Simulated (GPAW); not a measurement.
# Single-oscillator dispersion of the refractive index of RbBH₄ (C222) along x, from LDA and the RPA

RbBH₄ takes its C222 structure under pressure. The thickness of a sample held between diamond anvils can be found from interference fringes, but only if the refractive index is known at the wavelength used. A dispersion law with two constants would carry an index known at two laser lines to the others. We test whether 1/(n² − 1) falls linearly in the square of the photon energy E, as it does for a single oscillator. The index is calculated with LDA and the RPA for a field along x, at six laser wavelengths from 1550 to 365 nm, all below the smallest direct LDA gap of 5.04 eV. The test is one of form, made against the computed index and not against a measured one.

## Set-up

The measured cell of a diffraction database, fixed. GPAW 26.7.0, plane waves with PAW (cutoff 450 eV), LDA, no spin polarisation, no spin-orbit coupling, clamped ions. RPA dielectric function with local fields on a k mesh of 8×8×8, Lorentzian broadening 0.1 eV; the rows are a selection of common laser wavelengths, read off the computed spectrum below 72 % of the smallest direct gap; n is the real part of √ε for a field along x. Smallest direct gap on the mesh: 5.04 eV (LDA).

Notes on method and selection:

- Excitons and lattice vibrations are left out; a gap that is too small makes n too large and too dispersive.
- Runs that did not converge, have known faults or may not be shown are not listed, and runs on Ansatz's PAW sets soft_1 and soft_2 are kept to separate tables.

Columns:

- E² (eV²): square of the photon energy.
- E (eV): photon energy.
- n: refractive index.

## Computed values

| member | E² (eV²) | E (eV) | 1/(n² − 1) | n |
| --- | --- | --- | --- | --- |
| 1550 nm | 0.64 | 0.80 | 0.5156 | 1.714 |
| 1064 nm | 1.36 | 1.17 | 0.5120 | 1.718 |
| 633 nm | 3.84 | 1.96 | 0.4994 | 1.733 |
| 532 nm | 5.43 | 2.33 | 0.4911 | 1.742 |
| 405 nm | 9.37 | 3.06 | 0.4700 | 1.768 |
| 365 nm | 11.54 | 3.40 | 0.4579 | 1.784 |

1/(n² − 1) against E² (eV²):

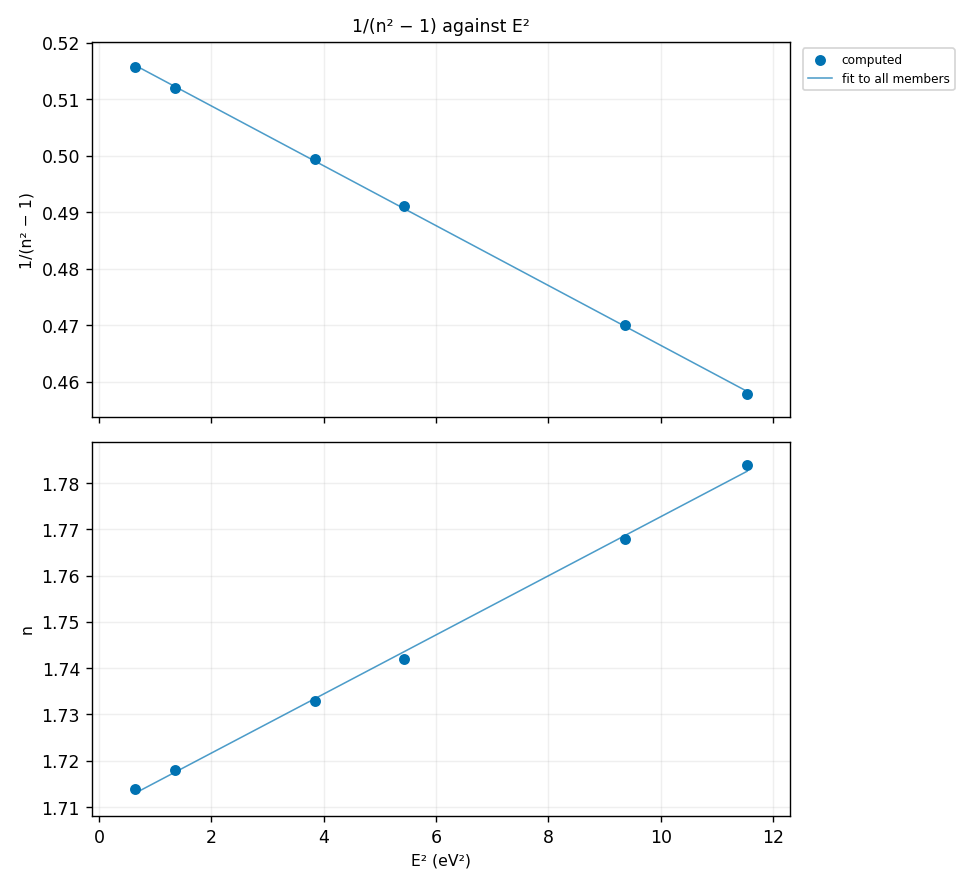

Least-squares fits to the whole series, with x = E² (eV²); R² and errors in the fitted variable (y, or ln y where the fit is in ln y):

| y | members | fit | R² | rms residual | leave-one-out rms | the same for the mean of the others |
| --- | --- | --- | --- | --- | --- | --- |
| 1/(n² − 1) | 6 | y = 0.51936 − 0.0052879 x | 1.00 | 3.5×10⁻⁴ | 5.8×10⁻⁴ | 0.025 |
| n | 6 | y = 1.7089 + 0.0063841 x | 1.00 | 0.0010 | 0.0018 | 0.030 |

## What drives the series

The index rises from 1.714 at 0.80 eV to 1.784 at 3.40 eV, while 1/(n² − 1) falls from 0.5156 to 0.4579, very nearly along a straight line in E².

The simplest model rests on three assumptions: the ions stand still, all the electronic response sits at one resonance energy E₀, and damping is negligible because E lies well below E₀. A charge q of mass m, bound with angular frequency ω₀ and driven by a field ℰ of angular frequency ω, is displaced by

u = qℰ / [m(ω₀² − ω²)].

With N such charges per volume the polarisation is Nqu. Dividing it by ε₀ℰ, where ε₀ is the vacuum permittivity, gives n² − 1. In photon energies this reads

n² − 1 = F / (E₀² − E²), with F = ħ²Nq²/(ε₀m).

Inverting both sides gives a straight line in E²:

1/(n² − 1) = E₀²/F − E²/F.

A local field proportional to the polarisation shifts E₀² but leaves the form unchanged.

The fit to all six rows gives F = 1 / 0.0052879 = 189.1 eV² and E₀ = √(0.51936 / 0.0052879) = 9.91 eV. This energy is about twice the direct gap (9.91 / 5.04 = 1.97). It is therefore not a gap but an average over the transitions that polarise the crystal, most of which lie well above the absorption edge.

The leave-one-out error of the line is 0.00058, against 0.025 for the mean of the other rows. Near 532 nm, where n² − 1 = 1 / 0.4911 = 2.036, a small error δy in 1/(n² − 1) changes n by δy (n² − 1)² / (2n) in size, here 0.00058 × 2.036² / (2 × 1.742) = 0.0007. A straight line for n itself against E² has a leave-one-out error of 0.0018, so the oscillator form is the better of the two.

## Testing the model

We fix the two constants on the 1064 nm and 532 nm rows, the fundamental and the doubled line of a common laser, and calculate the other four.

Slope: (0.5120 − 0.4911) / (5.43 − 1.36) = 0.0209 / 4.07 = 0.005135 eV⁻².

Intercept: 0.5120 + 0.005135 × 1.36 = 0.5190.

The index then follows from n = √(1 + 1/y), where y is the calculated 1/(n² − 1).

**1550 nm:** y = 0.5190 − 0.005135 × 0.64 = 0.5157, against 0.5156 in the table. The index is √(1 + 1 / 0.5157) = 1.714, as tabled.

**633 nm:** y = 0.5190 − 0.005135 × 3.84 = 0.4993, against 0.4994. The index is √(1 + 1 / 0.4993) = 1.733, again as tabled.

**405 nm:** y = 0.5190 − 0.005135 × 9.37 = 0.4709, against 0.4700. The index is √(1 + 1 / 0.4709) = 1.767, against 1.768.

**365 nm:** y = 0.5190 − 0.005135 × 11.54 = 0.4597, against 0.4579. The index is √(1 + 1 / 0.4597) = 1.782, against 1.784.

The two rows at 1550 and 633 nm, one just outside the fixing pair and one inside it, are reproduced to the last printed digit of n. Towards the ultraviolet the model falls short of the computed index, by 0.001 at 405 nm and 0.002 at 365 nm.

## Where the trend breaks

Largest departures from the fit to the whole series:

| member | 1/(n² − 1) | fit | computed − fit | in rms residuals |
| --- | --- | --- | --- | --- |
| 532 nm | 0.4911 | 0.4906 | +0.0005 | 1.3 |
| 365 nm | 0.4579 | 0.4583 | −0.0004 | 1.3 |
| 1550 nm | 0.5156 | 0.5160 | −0.0004 | 1.1 |
| 633 nm | 0.4994 | 0.4991 | +0.0003 | 1.0 |

The shortfall in the ultraviolet belongs to a steady bend. Between 1064 and 633 nm, 1/(n² − 1) falls by 0.0126 / 2.48 = 0.0051 per eV²; between 405 and 365 nm it falls by 0.0121 / 2.17 = 0.0056 per eV². The fit to all six rows spreads this bend over the series, so the computed values lie below the line at both ends and above it in the middle, by at most 0.0005.

The assumption that fails is the single resonance energy. A crystal has transitions from the gap upwards, and n² − 1 is a sum of terms Fⱼ/(Eⱼ² − E²). As E rises, the terms with the lowest Eⱼ grow fastest and take a larger share of the response. For any spread of Eⱼ with positive strengths, this makes 1/(n² − 1) fall faster than a straight line, which is the sign found here. The failure must become severe near the gap, because the model has no absorption below its own resonance near 10 eV.

## Conclusions and limits

For the computed index along x, the single-oscillator law holds well at the six wavelengths between 0.80 and 3.40 eV, with a small bend that matters only if n is needed to about 0.002 in the near ultraviolet.

The absolute index is much less certain than the form of its dispersion. Across the table n changes by 1.784 − 1.714 = 0.070. Correcting the LDA gap, which is too small, would by itself lower n and flatten its dispersion. Suppose, for illustration, that the correction raises all transition energies by 2 eV and leaves the dipole matrix elements unchanged. Then n² − 1 scales roughly as 1/E₀, and E₀ rises to 9.91 + 2 = 11.91 eV. At 1550 nm, where n² − 1 = 1 / 0.5156 = 1.94, the index falls from 1.714 to √(1 + 1.94 × 9.91 / 11.91) = 1.62, a larger change than the whole dispersion in the table. Including the attraction between electron and hole would raise n. The two partly cancel, and in wide-gap insulators the index from LDA and the RPA usually remains somewhat too high.
